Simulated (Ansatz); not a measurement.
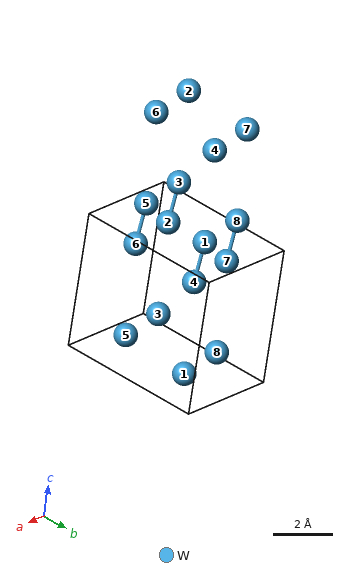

This is the input geometry for a relaxation of solid W (built on the O_12 type) (coarse preliminary run). A ball-and-stick model of the cell of the calculation, repeated 1 × 1 × 2 with one cell outlined, seen slightly off an axis.

Case: O type (C2/m, No. 12).

Computed with DFT PBE, scalar-relativistic, plane waves, PAW in Ansatz.

Input
```yaml
crystal:
  lattice:
    - [4.9357882819, -3.4884937756, 0.0]
    - [4.9357882819, 3.4884937756, 0.0]
    - [-2.0365421643, 0.0, 4.1206214814]
  atoms:
    - { symbol: W, position: [0.826, 0.826, 0.174] }
    - { symbol: W, position: [0.174, 0.174, 0.826] }
    - { symbol: W, position: [0.248, 0.248, 0.186] }
    - { symbol: W, position: [0.752, 0.752, 0.814] }
    - { symbol: W, position: [0.7691, 0.3029, 0.181] }
    - { symbol: W, position: [0.6971, 0.2309, 0.819] }
    - { symbol: W, position: [0.2309, 0.6971, 0.819] }
    - { symbol: W, position: [0.3029, 0.7691, 0.181] }
basis:
  ecutwfc: 420
kpoints:
  mp_grid: { grid: [4, 4, 4] }
hamiltonian:
  xc: pbe
scf:
  occupations: { method: gaussian, width: 0.1 }
  lower_state_search: "off"
output:
  forces: true
  stress: true
  eigenvalues: true
relax:
  adjacent_minimum: "off"
  f_tol: 0.04
  max_steps: 70
  cell: { stress_tol: 0.4 }
```

Q: What does the optimiser find from here?

A: The largest moves relative to the cell, 1.08 Å, are those of W1 and W2. W2 goes along [1 1 −1]. The drawn cell changes as follows: a = b 6.044 → 5.516 Å (−8.7 %), c 4.596 → 6.370 Å (+38.6 %), α 111.2° → 125.3°, β 111.2° → 125.3°; the volume changes by −9.0 %. Among the contacts that change: W1–W2 5.904 → 3.185 Å, W1–W6 3.155 → 5.282 Å, W5–W7 5.136 → 3.185 Å, W1–W4 1.483 → 3.185 Å. New bonds form: W1–W6 (3.59 → 2.76 Å), W1–W7 (3.59 → 2.76 Å), W2–W5 (3.59 → 2.76 Å), W2–W8 (3.59 → 2.76 Å). Bonds break: W1–W4 (1.48 → 3.18 Å), W2–W3 (1.48 → 3.18 Å), W5–W6 (1.49 → 3.18 Å), W7–W8 (1.49 → 3.18 Å). Bond angles that change, for instance: W5–W1–W8 84.3° → 70.5°, W1–W5–W3 96.1° → 109.5°. The space group (tolerance 0.01 Å) goes from C2/m (No. 12) to Im-3m (No. 229). The energy falls by 15123 meV per atom in 15 accepted moves (17 points after the start). The largest force component goes from 140 to 0.0021 eV/Å. The pressure goes from 319.89 to 0.05 GPa. At 2 points the geometry stayed and the basis and grid were re-selected for the new cell (energy shift of 68.1 meV per atom at most each time). The run took of the order of 2.2 core-minutes on a shared host.

Final geometry:

```xyz
8
Lattice="4.2893 -3.1845 -1.3734 4.2893 3.1845 -1.3734 -2.9164 0.0000 5.6631" Properties=species:S:1:pos:R:3 pbc="T T T"
W     5.7047    0.0000   -0.6441
W    -0.0425    0.0000    3.5604
W     1.4157    0.0000    0.7289
W     4.2465    0.0000    2.1874
W     3.5602   -1.5922    0.0424
W     2.1020   -1.5922    2.8739
W     2.1020    1.5922    2.8739
W     3.5602    1.5922    0.0424
```

The end point in the same view:

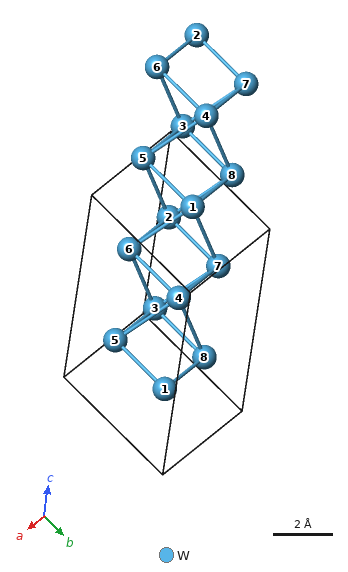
